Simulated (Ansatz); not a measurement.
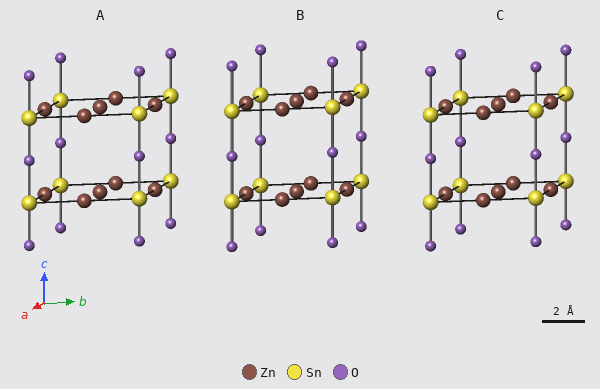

3 geometries from one relaxation of a crystal of Zn$_{3}$SnO (a generated structure, set up in P6/mmm) (coarse preliminary run), in shuffled order. Style: ball-and-stick. Shown: the cell of the calculation, slightly off an axis.

Method: Ansatz 0.2.0, DFT PBE, scalar-relativistic, plane waves, PAW. Set-up: plane-wave cutoff 420 eV; k-point mesh 6 × 6 × 4; occupations gaussian; smearing width 0.1 eV; no spin polarisation; cell and atoms relaxed; force threshold 0.04 eV/Å; at most 70 steps.

Q: Put them in the order of the run, from the start to the converged end.

A: B, C, A. They are steps 0, 1, 7, at +178 meV per atom, +38.2 meV per atom relative to the last. After 5 accepted moves (7 points after the start) the energy has fallen by 178 meV per atom. All forces vanish by symmetry, so only the cell relaxes. The pressure goes from 9.99 to 0.11 GPa. The SCF was repeated twice at an unchanged geometry on a basis and grid sized afresh for the cell, which shifted the energy by 7.9 meV per atom at most. No atom moves by more than 0.005 Å relative to the cell. The drawn cell changes as follows: a = b 5.021 → 5.495 Å (+9.4 %), c 4.433 → 4.168 Å (−6.0 %); the volume changes by +12.6 %. Near-neighbour distances that change, for instance: Sn–Zn 2.510 → 2.747 Å, O–Sn 2.216 → 2.084 Å. The space group stays P6/mmm (No. 191). The run took 81 s on 1 thread of AMD EPYC (Zen 3), on a shared host, peak memory 0.45 GiB.
